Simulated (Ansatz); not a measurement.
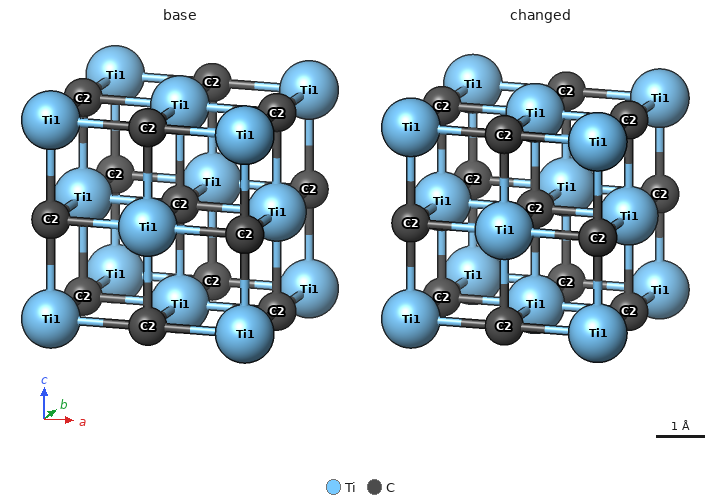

Left: a symmetric starting cell of TiC. Right: the same structure after one change, at the same scale. A ball-and-stick model of the conventional cell (4 times the calculation's cell), seen slightly off an axis. Lengths and directions refer to the drawn axes.

These are results of DFT PBE, scalar-relativistic, plane waves, PAW in Ansatz, not measurements. Settings: plane-wave cutoff 420 eV; k-point mesh 16 × 16 × 16; occupations gaussian; smearing width 0.1 eV; no spin polarisation.

Question: What was changed?

Answer: All lengths are scaled by −3.6 % (volume −10.4 %), the atoms keeping their fractional coordinates. No relaxation follows. The starting cell wasn't computed here and needn't be at equilibrium, so pressure and forces aren't due to the change alone.

Question: What does the change do?

Answer: Near-neighbour distances before and after: C–Ti 2.164 → 2.086 Å. The space group stays Fm-3m (No. 225). The pressure is 35.6 GPa (not all of it need come from the change, since the unchanged cell can be under pressure at this level too). All forces vanish by symmetry.
